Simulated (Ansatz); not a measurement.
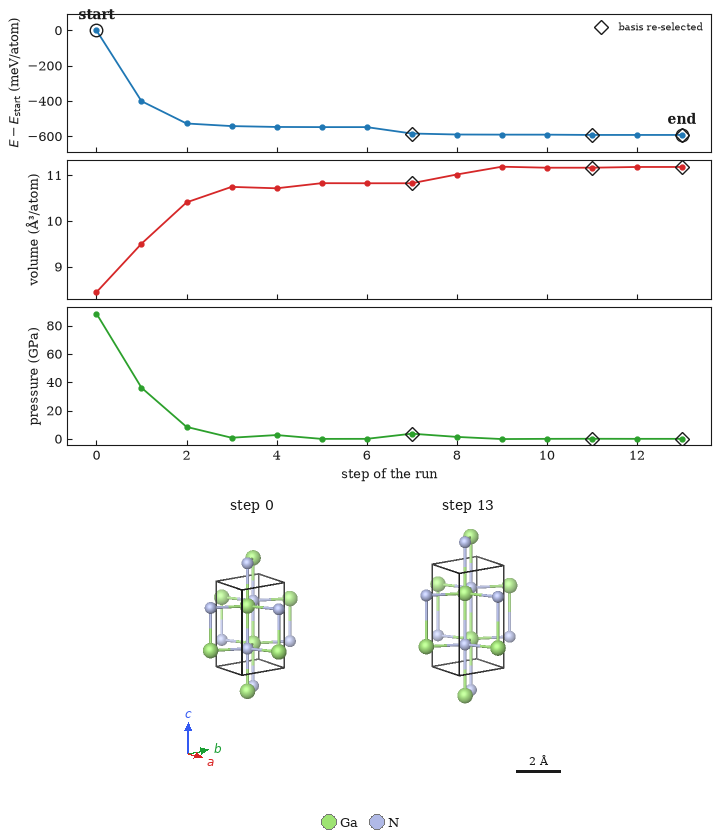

First and last geometry of a relaxation of solid GaN (built on the h-MgO (five-fold) type), with the history of the run. A ball-and-stick model of the cell of the calculation, seen slightly off an axis.

These are results of DFT, PBEsol, plane waves, PAW in Ansatz, not measurements.

The input:
```yaml
crystal:
  lattice:
    - [3.1482840262, 0.0, 0.0]
    - [-1.5741420131, 2.726493945, 0.0]
    - [0.0, 0.0, 3.9351459]
  atoms:
    - { symbol: Ga, position: [0.3333333333, 0.6666666667, 0.25] }
    - { symbol: Ga, position: [0.6666666667, 0.3333333333, 0.75] }
    - { symbol: "N", position: [0.6666666667, 0.3333333333, 0.25] }
    - { symbol: "N", position: [0.3333333333, 0.6666666667, 0.75] }
kpoints:
  mp_grid: { grid: [9, 9, 6] }
hamiltonian:
  xc: pbesol
scf:
  occupations: { method: fermi_dirac, width: 0.03 }
relax:
  f_tol: 0.01
  cell: {}
  max_steps: 120
output:
  write_density: true
  write_potential: true
  elf: true
  volumetric_format: npy
```

Launched with:
```bash
ansatz run input.yaml --threads 2 --pin off --max-ram 2211MiB --backend cpu --events-out ev --progress --plain --runs-dir out
```

Q: Read the history and describe the run.

A: It converged. After 10 accepted moves (13 points after the start) the energy has fallen by 592 meV per atom. All forces vanish by symmetry, so only the cell relaxes. The pressure goes from 88.54 to 0.01 GPa. At 3 points the geometry stayed and the basis and grid were re-selected for the new cell (energy shift of 36.2 meV per atom at most each time). The atoms keep their places relative to the cell (all moves are under 0.005 Å). The volume changes by +32.4 %, with a = b 3.148 → 3.307 Å (+5.1 %), c 3.935 → 4.721 Å (+20.0 %). Some distances before and after: Ga1–N4 1.968 → 2.360 Å, Ga1–N3 1.818 → 1.909 Å. The space group stays P6_3/mmc (No. 194). Cost: 31 s on 2 threads of Arm Neoverse N1 (shared host), peak memory 0.36 GiB.

| step | E − E(0), meV/atom | pressure, GPa | volume, Å³/atom | note |
| --- | --- | --- | --- | --- |
| 0 | 0.00 | 88.54 | 8.445 |  |
| 1 | -400.96 | 36.13 | 9.504 |  |
| 2 | -527.33 | 8.46 | 10.406 |  |
| 3 | -542.09 | 0.79 | 10.744 |  |
| 4 | -547.00 | 2.68 | 10.714 |  |
| 5 | -547.86 | -0.03 | 10.825 |  |
| 6 | -547.87 | 0.00 | 10.824 |  |
| 7 | -584.08 | 3.66 | 10.824 | same geometry, new basis |
| 8 | -589.75 | 1.38 | 11.015 |  |
| 9 | -590.49 | -0.14 | 11.185 |  |
| 10 | -590.61 | 0.01 | 11.163 |  |
| 11 | -592.22 | 0.06 | 11.163 | same geometry, new basis |
| 12 | -592.20 | 0.01 | 11.179 |  |
| 13 | -592.24 | 0.01 | 11.179 | same geometry, new basis |
